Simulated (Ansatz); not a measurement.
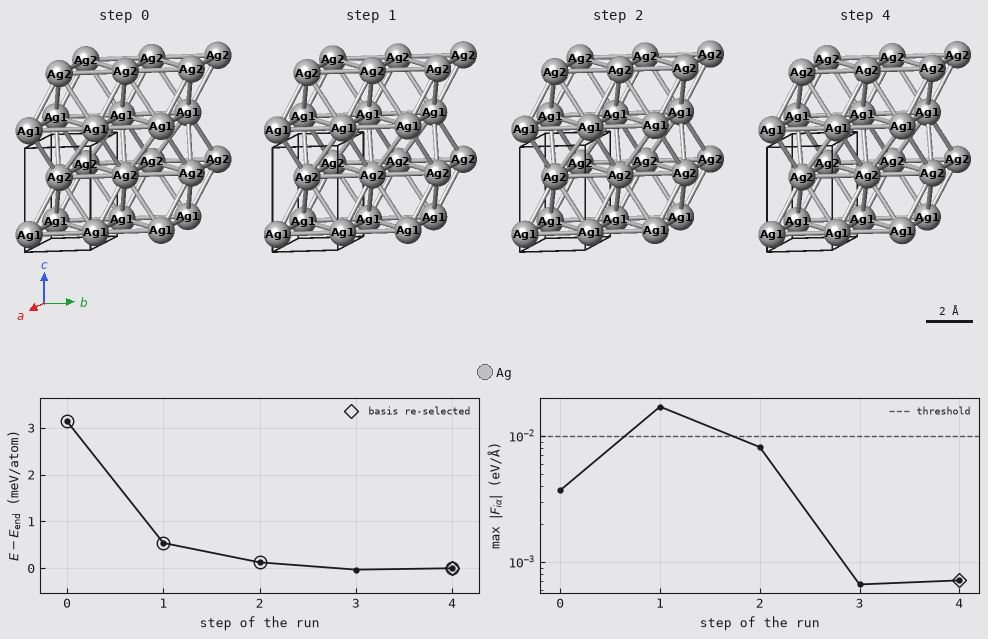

Frames of a relaxation of solid Ag (a generated structure, set up in Cmcm), marked on the history of the run. Style: ball-and-stick. Shown: the cell of the calculation, repeated 2 × 3 × 2 with one cell outlined, slightly off an axis.

Case: Au → Ag on all its sites, cell and atoms relaxed.

Method: DFT PBEsol, scalar-relativistic, plane waves, PAW (Ansatz). (plane-wave cutoff 420 eV; k-point mesh 16 × 16 × 10; occupations gaussian; smearing width 0.1 eV; no spin polarisation; cell and atoms relaxed; force threshold 0.01 eV/Å; at most 60 steps)

Q: Describe the path.

A: The largest moves relative to the cell, 0.021 Å, are those of Ag1 and Ag2. Ag1 goes along [1 −1 0]. The volume changes by −0.4 %, with a = b 2.914 → 2.867 Å (−1.6 %), c 4.661 → 4.693 Å (+0.7 %), γ 122.0° → 120.0°. Among the contacts that change: Ag1–Ag1 2.914 → 2.867 Å, Ag1–Ag1 (another image) 2.824 → 2.867 Å, Ag1–Ag2 2.858 → 2.871 Å. The space group (tolerance 0.01 Å) goes from Cmcm (No. 63) to P6_3/mmc (No. 194). Over 3 accepted moves (4 points after the start) the energy falls by 3.1 meV per atom. The largest force component goes from 0.0037 to 0.00071 eV/Å. The pressure goes from −0.37 to 0.01 GPa. The SCF was repeated once at an unchanged geometry on a basis and grid sized afresh for the cell, which shifted the energy by less than 0.05 meV per atom at most. From step 0 to 1: volume −0.8 %, energy −2.6 meV per atom. From step 1 to 2: volume +0.8 %, energy −0.4 meV per atom. From step 2 to 4: volume −0.4 %, energy −0.1 meV per atom.
